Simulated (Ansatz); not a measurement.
# G0W0 on several functionals: GaN (P6_3mc), part 2 of 2

How much of the starting functional survives in the G0W0 gap of GaN (P6_3mc)?

Ansatz 0.2.0; G0W0 on several functionals, plane waves, PAW. Known limits of the many-body steps: not at the basis limit; no spin-orbit coupling.

So far. Step 4 (G0W0 on r2SCAN): Against the run with 6×6×4 mesh, 103 empty bands, screening to 100 eV, PAW set soft_1 files on LDA, the gap moves by +0.20 eV, while the start moved by +0.41 eV. Step 5 (G0W0 on HSE06): Against the run with 6×6×4 mesh, 103 empty bands, screening to 100 eV, PAW set soft_1 files on r2SCAN, the gap moves by +0.35 eV, while the start moved by +0.84 eV.

The database entry behind the starting cell has ideal inner coordinates that were not refined, so it need not match the best structure at ambient conditions.

In doubt: masses and optical values from hybrid runs of this build are listed as unsure (steps 5, 6, 7), which bears on the screening that GW takes from such a start.

### Step 6. G0W0 on PBE0

This step: G0W0 on PBE0, plane waves, PAW; PAW set soft_1.

input.yaml reads:

```yaml
crystal:
  lattice:
    - [3.19, 0.0, 0.0]
    - [-1.595, 2.7626210381, 0.0]
    - [0.0, 0.0, 5.189]
  atoms:
    - { symbol: Ga, position: [0.6666666667, 0.3333333333, 0.0] }
    - { symbol: Ga, position: [0.3333333333, 0.6666666667, 0.5] }
    - { symbol: "N", position: [0.6666666667, 0.3333333333, 0.375] }
    - { symbol: "N", position: [0.3333333333, 0.6666666667, 0.875] }
kpoints:
  mp_grid: { grid: [6, 6, 4] }
hamiltonian:
  xc: pbe0
  pseudopotentials: { kind: paw, azcp: { folder: soft_1 } }
scf:
  occupations: { method: fixed }
gw:
  n_empty_bands: 103
  ecut_chi: 100
  qp_bands: [v2, c2]
  qp_kpoints: band_edges
  screening: { model: contour_deformation }
```

Run with:

```
> ansatz run input.yaml --threads 3 --pin off --max-ram 92160MiB --backend cuda --events-out ev --progress --plain --runs-dir out --devices 1 --max-vram 13GiB
```

Numbers of over 12 decimals in the logs are rounded to 6 here.

Log:

```text
GPUs: using 1 of 1 available (devices: 1).
[...]
GPU FFT provider: cuFFT
GPU libraries: cuBLAS 13.8.2, cuFFT 12.4.0, cuSOLVER 12.3.4
Crystal: 4 atoms, lattice volume = 45.729 Å³
Basis set: ecut = 420 eV, 917 PW (Γ)
Bands: 22, of which v1, the nominal top of the filled ones, is band 18 counted from 1 (17 counted from 0)
Symmetry: 12 space group operations
[...]
k-points: 21 of 144 (time reversal used)
[...]
1    19     13.5373   -11.3421    -3.4665   -15.1564  0.8368    13.8857    13.8851  root
     1    20     14.9818    -9.6797    -4.0306   -14.0051  0.8449    15.2770    15.2765  root
[...]
20    17      6.8622   -22.1598     3.0616   -19.3942  0.8093     7.1576     7.1582  root
    20    18      6.8622   -22.1598     3.0616   -19.3942  0.8093     7.1576     7.1582  root
    20    19     17.0961    -8.9598    -4.2683   -13.4477  0.8444    17.3160    17.3156  root
    20    20     17.0961    -8.9598    -4.2683   -13.4477  0.8444    17.3160    17.3156  root
[key lines of the parts left out:]
Free energy (F): -8337.025830 eV
Fermi energy:    8.473848 eV
```

Elapsed: 40 s, on 1 × NVIDIA H100 80GB HBM3 (shared by 6 runs) with 3 threads of AMD EPYC 7R13 (Zen 3), shared host; peak memory 1.6 GiB.

This step gave:

```yaml
bands_summed: 121
rpa_eps_infinity_on_this_mesh_eigenvalues: 4.236, 4.236, 4.258
plane_waves_in_the_screening_matrix: 99
g0w0_gap_on_the_mesh: 3.770 eV
k_of_the_valence_top: 0, 0, 0
k_of_the_conduction_bottom: 0, 0, 0
starting_gap_on_the_mesh: 3.840 eV
least_direct_g0w0_gap_on_the_computed_points: 3.770 eV
```

Against the run with 6×6×4 mesh, 103 empty bands, screening to 100 eV, PAW set soft_1 files on HSE06, the gap moves by +0.19 eV, while the start moved by +0.69 eV.

### Step 7. G0W0 on Hartree-Fock

This step: G0W0 on Hartree-Fock, plane waves, PAW; PAW set soft_1.

Edit input.yaml of step 6 so:

```diff
@@ -13,3 +13,3 @@
 hamiltonian:
-  xc: pbe0
+  xc: hf
   pseudopotentials: { kind: paw, azcp: { folder: soft_1 } }
```

Log:

```text
GPUs: using 1 of 1 available (devices: 1).
[...]
GPU FFT provider: cuFFT
GPU libraries: cuBLAS 13.8.2, cuFFT 12.4.0, cuSOLVER 12.3.4
Crystal: 4 atoms, lattice volume = 45.729 Å³
Basis set: ecut = 420 eV, 917 PW (Γ)
Bands: 22, of which v1, the nominal top of the filled ones, is band 18 counted from 1 (17 counted from 0)
Symmetry: 12 space group operations
[...]
k-points: 21 of 144 (time reversal used)
[...]
1    19     17.9002    -9.5776    -2.9154    -9.6009  0.9002    15.0243    15.0081  root
     1    20     19.6965    -8.5719    -3.1568    -8.5932  0.9044    16.5807    16.5609  root
[...]
20    17      4.1247   -22.0751     2.3500   -22.0616  0.8819     6.4471     6.4611  root
    20    18      4.1247   -22.0751     2.3500   -22.0616  0.8819     6.4471     6.4611  root
    20    19     21.8267    -7.7774    -3.2588    -7.7870  0.9050    18.6001    18.5775  root
    20    20     21.8267    -7.7774    -3.2588    -7.7870  0.9050    18.6001    18.5775  root
[key lines of the parts left out:]
Free energy (F): -8246.559962 eV
Fermi energy:    5.988635 eV
```

Run time: 30 s. Hardware: 1 × NVIDIA H100 80GB HBM3 (shared by 6 runs) with 3 threads; peak memory 1.6 GiB; 31 s of CPU time.

This step gave:

| Property | Result |
| --- | --- |
| bands summed | 121 |
| RPA ε∞ on this mesh (eigenvalues) | 2.528, 2.528, 2.552 |
| plane waves in the screening matrix | 99 |
| G0W0 gap on the mesh | 5.588 eV |
| k of the valence top | 0, 0, 0 |
| k of the conduction bottom | 0, 0, 0 |
| starting gap on the mesh | 10.70 eV |
| least direct G0W0 gap on the computed points | 5.588 eV |

Against the run with 6×6×4 mesh, 103 empty bands, screening to 100 eV, PAW set soft_1 files on PBE0, the gap moves by +1.82 eV, while the start moved by +6.86 eV.

### Step 8. The starts together

All on the 6×6×4 mesh with 103 empty bands and screening to 100 eV. Times are wall times on 1 × NVIDIA H100 80GB HBM3 (shared by 6 runs) with 3 threads of AMD EPYC 7R13 (Zen 3), shared host, good to a factor of about two.

| start | starting gap (eV) | shift (eV) | G0W0 gap (eV) | RPA ε∞ (harmonic mean) | Z (valence, conduction) | time |
| --- | --- | --- | --- | --- | --- | --- |
| PBE | 1.89 | +1.10 | 2.99 | 6.03 | 0.77, 0.81 | 16 s |
| LDA | 1.90 | +1.14 | 3.04 | 6.12 | 0.77, 0.80 | 22 s |
| r2SCAN | 2.31 | +0.93 | 3.23 | 5.29 | 0.79, 0.82 | 24 s |
| HSE06 | 3.15 | +0.43 | 3.58 | 4.55 | 0.80, 0.83 | 37 s |
| PBE0 | 3.84 | −0.07 | 3.77 | 4.24 | 0.81, 0.84 | 40 s |
| Hartree-Fock | 10.70 | −5.11 | 5.59 | 2.54 | 0.88, 0.90 | 30 s |

How the two edges are built up, in eV (the quasiparticle level is the starting level plus Σx plus Σc less Vxc):

| run | edge | start | Σx | Σc | Vxc | Z | QP |
| --- | --- | --- | --- | --- | --- | --- | --- |
| PBE | valence top | 9.68 | -23.86 | 3.21 | -20.23 | 0.77 | 9.27 |
| PBE | conduction bottom | 11.57 | -11.54 | -3.54 | -15.77 | 0.81 | 12.26 |
| LDA | valence top | 9.31 | -23.79 | 3.14 | -20.41 | 0.77 | 9.06 |
| LDA | conduction bottom | 11.21 | -11.65 | -3.61 | -16.14 | 0.80 | 12.10 |
| r2SCAN | valence top | 9.40 | -23.93 | 3.15 | -20.55 | 0.79 | 9.17 |
| r2SCAN | conduction bottom | 11.71 | -11.17 | -3.56 | -15.42 | 0.82 | 12.41 |
| HSE06 | valence top | 8.85 | -23.61 | 2.96 | -20.74 | 0.80 | 8.94 |
| HSE06 | conduction bottom | 12.00 | -10.90 | -3.52 | -14.96 | 0.83 | 12.53 |

For a hybrid start, Vxc holds its share of exact exchange.

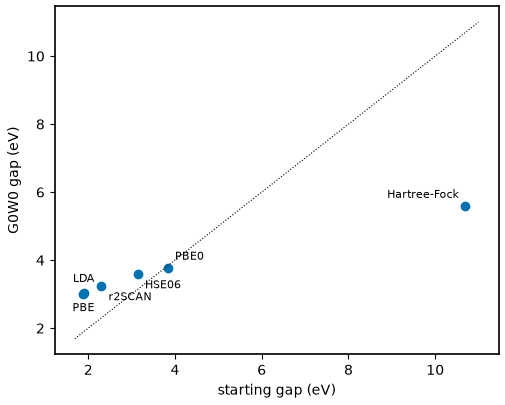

G0W0 gap against starting gap; on the dotted line the correction would vanish.

### Step 9. Outcome

```
G0W0@PBE          : 2.99 eV (start 1.89 eV)
G0W0@LDA          : 3.04 eV (start 1.90 eV)
G0W0@r2SCAN       : 3.23 eV (start 2.31 eV)
G0W0@HSE06        : 3.58 eV (start 3.15 eV)
G0W0@PBE0         : 3.77 eV (start 3.84 eV)
G0W0@Hartree-Fock : 5.59 eV (start 10.70 eV)
known limits      : not at the basis limit; no spin-orbit coupling
```

What this shows: The starting gaps span 8.81 eV and the G0W0 gaps 2.59 eV. Between PBE and Hartree-Fock, 2.59 eV of the 8.81 eV survives, 29 %. Hartree-Fock screens less than PBE (ε∞ 2.54 against 6.03). Of the 2.59 eV by which its G0W0 gap is higher, the correlation part gives +1.59 eV, and exchange with the one-particle terms, which follow the orbitals, +1.01 eV. On PBE0 and Hartree-Fock the correction is negative: that start lies above its own G0W0 value. The smallest correction, −0.07 eV, is on PBE0, the start nearest to reproducing itself. Bands and cutoff are finite, so the gap is not at the basis limit. The miss can reach some tenths of an eV and take either sign; the mesh is an error of its own. The program warns that the mesh is coarse for exact exchange, which bears on the hybrid start's gap. The many-body steps are scalar-relativistic: spin-orbit coupling is not in them.

[Paths, hosts, dates, memory and timing lines, banners, echoed tables and standing remarks are left out of the program output.]

[Logs are printed without paths, hosts, clocks, repeated set-up lines and the standing remarks that a program may print on its own settings, such as how far it seeks lower states.]

[Runs of the session that timed out or met a known fault of the program may be left out.]

[Cells called generated may have been cut or substituted from an entry of the Crystallography Open Database or the Materials Project.]

[Hosts, paths, dates, database ids (printed as entryN), source tags and the programs' standing remarks are cut or masked in the printed files.]
